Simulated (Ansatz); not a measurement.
```xyz
6
Lattice="3.1347 0.0000 0.0000 -1.5673 2.7147 0.0000 0.0000 0.0000 23.9376" Properties=species:S:1:pos:R:3 pbc="T T T"
S     0.0000    0.0000    4.5000
Mo    1.5673    0.9049    6.1093
S     0.0000    1.8098    7.7187
S    -0.2612    2.2622   10.9589
Mo   -0.2612    0.4525   12.5682
S     1.3061    1.3573   14.1775
```

Computed without spin polarisation; PAW files of the earlier set (soft_1).

Method: Ansatz, DFT PBE+D3(BJ), scalar-relativistic, plane waves, PAW.

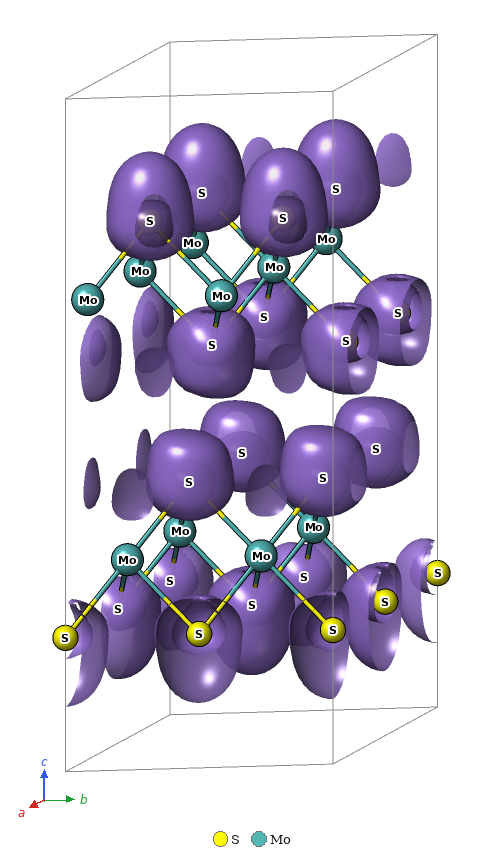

MoS2 (slab). Isosurface of the ELF at 0.75 (purple), seen slightly off an axis. Core shells and regions of very low density are left out. Sticks mark near contacts.

In a PAW calculation such maps are meaningful between the atoms, not at the nuclei.

**What do the ELF domains correspond to?**

The ELF exceeds this value in four regions wrapped around S (the valence shell of each), counted in one cell of 6 atoms. Counts are for one cell; the picture repeats the cell along the surface.

Values along the shortest contacts:
Mo–S (2.42 Å): the ELF peaks at about 0.85 in the valence shell of S, 0.8 Å from its nucleus, and is about 0.40 at the midpoint.

**Metal or insulator at this level of theory?**

It is gapless in this calculation (a metal or semimetal).
